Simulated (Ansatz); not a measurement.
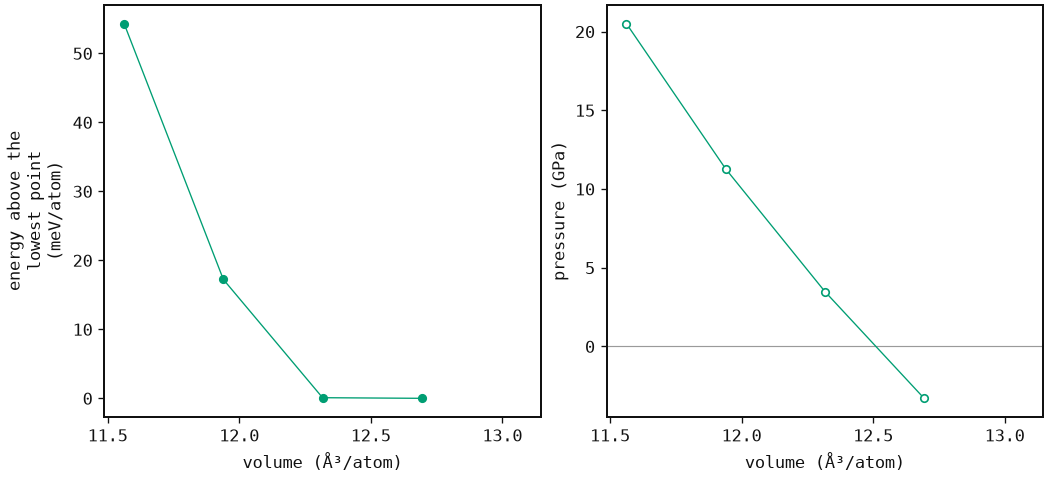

Plotted: energy above the lowest point and pressure against volume for HfC, space group Fm-3m (No. 225) (one of a set of cubic test structures, which need not be the stable phase).

Calculation (Ansatz 0.2.0 development build): equation of state of a cubic crystal from periodic Kohn-Sham density functional theory without spin, third-order Birch-Murnaghan fit to the free energies; pressure corrected for the finite basis. Level: HSE06.

structure type rock salt; atoms in cell 2; space group number 225; lattice centring face-centred primitive; k mesh 4×4×4; occupation method Fermi–Dirac; occupation width 0.1 eV; wave cutoff 700 eV; datasets hard PAW; density tolerance 0 eV; bands 19; density cutoff ratio 4; search for lower states default; exchange singularity regularized.

The point at volume 13.07 Å³/atom is left out of the plot. What does the calculation give there?

```json
{"volume (Å³/atom)": "13.07", "energy above the lowest point (meV/atom)": "15.0", "pressure (GPa)": "-9.3"}
```

Note: coarse k-mesh, values are not converged in k; pseudopotentials made with PBE, not this functional.
